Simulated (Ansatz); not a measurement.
## ZnO: phonon calculation (part 2 of 2)

Continued. System: ZnO (P6₃mc, 8 atoms in the cell). Method: DFT PBE, scalar-relativistic, plane waves, PAW, no spin polarisation (Ansatz 0.2.0); cutoff 420 eV, 12×12×4 k-mesh, fixed occupations. The structure was made by a generator, so it may or may not be a known phase.

Geometry of the input (Å; fractional positions):
```
3.2718  0.0000  0.0000
-1.6359  2.8335  0.0000
0.0000  0.0000  10.6300
Zn 0.6667  0.3333  0.8441
Zn 0.3333  0.6667  0.3441
Zn 0.0000  0.0000  0.5943
Zn 0.0000  0.0000  0.0943
O  0.6667  0.3333  0.6559
O  0.3333  0.6667  0.1559
O  0.0000  0.0000  0.4057
O  0.0000  0.0000  0.9057
```

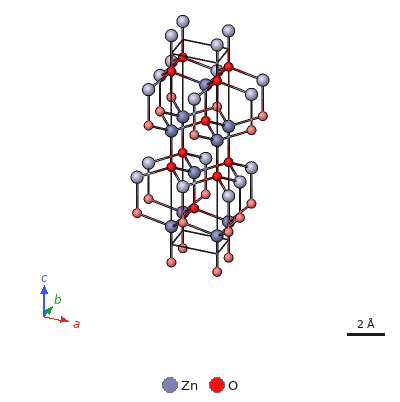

Figure 1. The structure as given in the input (ball-and-stick view of the cell of the calculation, seen slightly off an axis; neighbours outside the cell are drawn fainter). An atom can appear more than once, as a periodic image.

### What the program printed, continued
```
  k-point 163: bands = ["-10.4219", "-10.4219", "-10.2677", "-10.2677", "1.0931", "1.0931", "1.1306", "1.1306", "1.4443", "1.4443", "1.5807", "1.5807", "1.7362", "1.7362", "1.8252", "1.8252", "2.2731", "2.2731", "2.3751", "2.3751", "2.4261", "2.4261", "2.6591", "2.6591", "3.0546", "3.0546", "3.4271", "3.4271", "4.2977", "4.2977", "4.6277", "4.6277", "5.0960", "5.0960", "5.7445", "5.7445", "12.5121", "12.5121", "13.7365", "13.7365", "14.9539", "14.9539", "15.6238", "15.6238"]
--- Phonons (Γ-DFPT): 8 representative perturbations + reference, on 164 of 576 k-points (Σ response iterations 31) ---
  k mesh reduced under 2 symmetry operations, with k and −k counted as one. Each operation leaves every solved perturbation unchanged. A smaller set is not considered because the run solves the response to a homogeneous field
  ASR residual: 9.306e-5 → 0.000e0 eV/Å²; symmetrization residual: 2.930e-5 eV/Å²
  ASR residual per site (eV/Å²): 9.00e-5 9.00e-5 6.14e-5 6.14e-5 9.31e-5 9.31e-5 2.20e-5 2.20e-5
  Γ frequencies (cm⁻¹): 0.00 0.00 0.00 65.87 65.87 68.22 68.22 88.42 88.42 176.42 176.87 246.91 350.80 360.04 360.04 376.09 376.09 379.91 379.91 394.33 394.33 512.70 515.25 520.10
  ε∞ (high-frequency dielectric tensor):
        5.373787     0.000000    -0.000000
        0.000000     5.373787    -0.000000
       -0.000000    -0.000000     5.399966
  ε⁰ (static dielectric tensor: ions relaxed, cell fixed):
       10.904918     0.000000    -0.000000
        0.000000    10.904918     0.000000
       -0.000000     0.000000    11.378316
  ε⁰ − ε∞ (ionic part):
        5.531131     0.000000    -0.000000
        0.000000     5.531131     0.000000
       -0.000000     0.000000     5.978350
  softest optical mode at Γ: 65.87 cm⁻¹; the repairs (sum rule, projections) moved no ω² at Γ by more than (3.68 cm⁻¹)²
  Born effective charges Z* (e; rows j = field, columns β = displacement):
    site 0:
         2.15981    0.00000   -0.00000
         0.00000    2.15981   -0.00000
        -0.00000   -0.00000    2.14197
    site 1:
         2.15981    0.00000   -0.00000
         0.00000    2.15981   -0.00000
        -0.00000   -0.00000    2.14197
    site 2:
         2.13629    0.00000   -0.00000
         0.00000    2.13629   -0.00000
        -0.00000   -0.00000    2.20873
    site 3:
         2.13629    0.00000   -0.00000
         0.00000    2.13629   -0.00000
        -0.00000   -0.00000    2.20873
    site 4:
        -2.15219   -0.00000    0.00000
        -0.00000   -2.15219    0.00000
         0.00000    0.00000   -2.15415
    site 5:
        -2.15219   -0.00000    0.00000
        -0.00000   -2.15219    0.00000
         0.00000    0.00000   -2.15415
    site 6:
        -2.14390   -0.00000    0.00000
        -0.00000   -2.14390    0.00000
         0.00000    0.00000   -2.19655
    site 7:
        -2.14390   -0.00000    0.00000
        -0.00000   -2.14390    0.00000
         0.00000    0.00000   -2.19655
  Z* charge neutrality: 2.556e-2 e pre-enforcement
  solved inside a basis spanned on kpoints, on 18×18×6 k-points, its susceptibility summed on 26×26×8: ε∞ is read to err by 3.7e-2, Z* by 2.1e-2 e (field_mesh: kpoints solves on kpoints); Z* is corrected for what the basis lacks
  optical modes at Γ without the LO–TO term, one row a degenerate level:
      ω (cm⁻¹)  modes    IR ((D/Å)²/amu)
         65.87      2             0.0000
         68.22      2             0.0000
         88.42      2             0.0014
        176.42      1             0.0000
        176.87      1             0.0000
        246.91      1             0.0189
        350.80      1            33.9501
        360.04      2            66.1377
        376.09      2             0.0000
        379.91      2             0.0000
        394.33      2             0.1159
        512.70      1             0.0098
        515.25      1             0.0000
        520.10      1             0.0000
  optical modes at Γ + LO–TO along q̂ = [1.0000, 0.0000, 0.0000]:
      ω (cm⁻¹)  modes    IR ((D/Å)²/amu)
         65.87      2             0.0000
         68.22      2             0.0000
         88.42      1             0.0007
         88.43      1             0.0002
        176.42      1             0.0000
        176.87      1             0.0000
        246.91      1             0.0189
        350.80      1            33.9501
        360.04      1            33.0688
        376.09      2             0.0000
        379.91      2             0.0000
        394.26      1             0.0033
        394.33      1             0.0580
        512.70      1             0.0098
        512.94      1            33.1240
        515.25      1             0.0000
        520.10      1             0.0000
  optical modes at Γ + LO–TO along q̂ = [0.0000, 1.0000, 0.0000]:
      ω (cm⁻¹)  modes    IR ((D/Å)²/amu)
         65.87      2             0.0000
         68.22      2             0.0000
         88.42      1             0.0007
         88.43      1             0.0002
        176.42      1             0.0000
        176.87      1             0.0000
        246.91      1             0.0189
        350.80      1            33.9501
        360.04      1            33.0688
        376.09      2             0.0000
        379.91      2             0.0000
        394.26      1             0.0033
        394.33      1             0.0580
        512.70      1             0.0098
        512.94      1            33.1240
        515.25      1             0.0000
        520.10      1             0.0000
  optical modes at Γ + LO–TO along q̂ = [0.0000, 0.0000, 1.0000]:
      ω (cm⁻¹)  modes    IR ((D/Å)²/amu)
         65.87      2             0.0000
         68.22      2             0.0000
         88.42      2             0.0014
        176.42      1             0.0000
        176.87      1             0.0000
        246.96      1             0.0019
        360.04      2            66.1377
        376.09      2             0.0000
        379.91      2             0.0000
        394.33      2             0.1159
        508.02      1            27.1840
        513.81      1             6.7929
        515.25      1             0.0000
        520.10      1             0.0000
--- Phonons (arbitrary-q DFPT): 3 irreducible q on the 3×3×1 mesh ---
  q = [0.0000, 0.0000, 0.0000] (star 1, of the zone-centre solve; hermiticity 2.34e-6, symmetrization 1.41e-6): 0.00 0.00 0.00 65.87 65.87 68.22 68.22 88.42 88.42 176.42 176.87 246.91 350.80 360.04 360.04 376.09 376.09 379.91 379.91 394.33 394.33 512.70 515.25 520.10
  q = [0.0000, 0.3333, 0.0000] (star 6, 24 solved perturbations on 312 of 576 k-point pairs; hermiticity 4.19e-6, symmetrization 1.20e-6): 77.38 87.02 103.61 104.85 110.78 119.84 122.05 162.01 194.54 222.07 227.27 234.74 384.78 388.14 409.31 411.33 417.66 427.47 429.95 474.88 485.56 511.18 513.45 518.10
  q = [0.3333, 0.3333, 0.0000] (star 2, 8 solved perturbations in 1648 linear systems a pass and spin channel, the states on 300 of 576 k-point pairs; hermiticity 2.25e-6, symmetrization 1.86e-6): 96.84 116.81 116.81 137.30 145.09 145.09 165.19 165.19 218.57 230.77 230.77 240.51 406.41 421.78 421.78 432.12 455.14 455.14 482.62 483.02 483.02 490.36 490.36 495.03
  sum rule: each row above includes the acoustic sum rule's correction from the zone centre's row sums; it moved no ω² by more than (1.26 cm⁻¹)²
  mesh force constants: q→R imaginary residual 1.91e-16; ASR residual 9.306e-5 → 0.000e0 eV/Å²; symmetrization residual 8.882e-15 eV/Å²
  interpolated dispersion: 76 rows × 24 modes
  density of states and harmonic sums: on the 24×24×6 q-mesh, interpolated from the force constants of a 3×3×1 supercell (with the dipole–dipole term)
  largest difference from the sums on the solved wave vectors: F 7.15e-2 eV, S 1.00e-4 and C_V 2.84e-5 eV/K
  zero-point energy: 0.441836 eV/cell   skipped modes (ω ≤ 0): 3   left out of the sums: 3.62e-5 of the cell's modes: C_V's classical limit lies that fraction below 3 k_B per atom; for a crystal, a wire or a layer, F and S can be off by more, and a phonons.interpolated_qmesh denser along its periods is the remedy for the sampling
```

### File phthermo.tsv
```
# format = ansatz-phthermo/1
# interpolated_qmesh = 24 24 6
# force_constants_supercell = 3 3 1
# non_analytic_term = included (the dipole-dipole term of the run's Born effective charges and high-frequency dielectric tensor (where they are solved with the displacements' responses and are means over more operations than the force constants, of those that the k mesh gives, averaged as the force constants are; where they are of points inside a basis, what they differ from the k mesh's own by stays in what lies between the sampled wave vectors) is in the interpolated dynamical matrix, and no dipole-quadrupole or higher term is, so what lies between sampled wave vectors stays as converged as the mesh, the term itself as its tensors are in theirs, and near GAMMA the transverse optical and acoustic branches of a crystal with a site that is no centre of inversion can stay off; a row of a path at GAMMA holds the limit along its piece of the path (the whole path, where it does not jump; a piece that never leaves GAMMA stands at zero macroscopic field), a row of a mesh at GAMMA stands at zero macroscopic field with that point's weight, and on a cell with vacuum the term is the periodic stack's, or with phonons.isolated the sheet's or wire's own, and can move a branch further from a solve)
# zero_point_energy_ev = 4.4183555347e-1
# n_skipped_modes = 3
# share_of_modes_left_out = 3.6168981481e-5
# rigid_motions_known_by = declared
# t_k	f_vib_ev	s_ev_per_k	c_v_ev_per_k
0.0000	4.4183555347e-1	0.0000000000e0	0.0000000000e0
100.0000	4.2202613768e-1	5.4923427760e-4	7.9466006202e-4
200.0000	3.2847293402e-1	1.3057950183e-3	1.4014187226e-3
300.0000	1.6513989439e-1	1.9384036519e-3	1.7007340581e-3
400.0000	-5.5139835260e-2	2.4495117453e-3	1.8430546582e-3
500.0000	-3.2173913723e-1	2.8696376388e-3	1.9179558733e-3
600.0000	-6.2686709947e-1	3.2234908931e-3	1.9613860507e-3
700.0000	-9.6479950745e-1	3.5280330793e-3	1.9885750887e-3
800.0000	-1.3312192046e0	3.7948264515e-3	2.0066424752e-3
900.0000	-1.7227780484e0	4.0319434368e-3	2.0192259385e-3
1000.0000	-2.1368137142e0	4.2451856419e-3	2.0283266866e-3
```

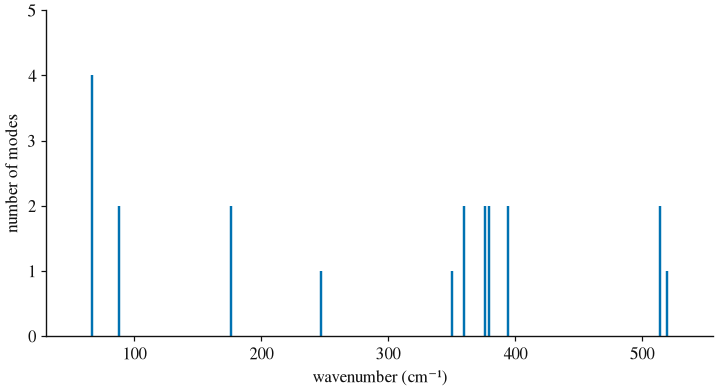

Figure 2. Optical phonons at the zone centre (no LO–TO term); neighbouring modes closer than 3 cm⁻¹ are counted in one stick. 21 modes from 66 to 520 cm⁻¹, none imaginary.

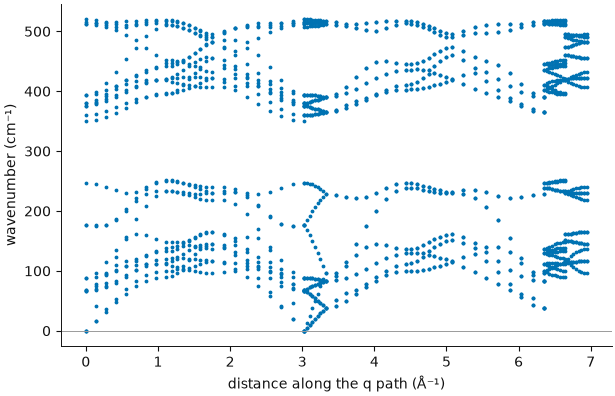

Figure 3. Phonon frequencies along the path of the input (imaginary ones negative). The highest is 520 cm⁻¹; no branch is clearly imaginary on this path.

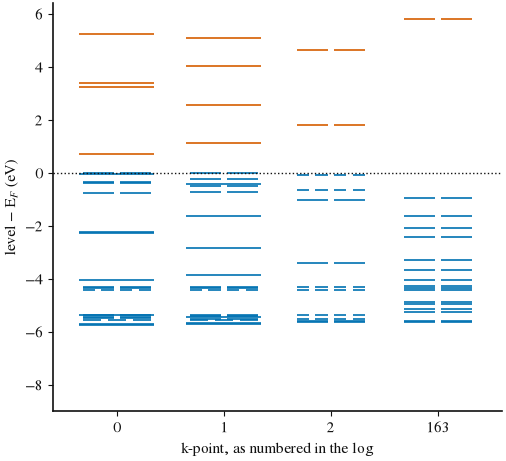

Figure 4. Kohn–Sham levels near the Fermi level (dotted) at the few k-points that the log prints; levels within 0.02 eV of each other stand side by side. Among these points the highest filled and lowest empty levels are 0.69 eV apart, which is the gap on the mesh.
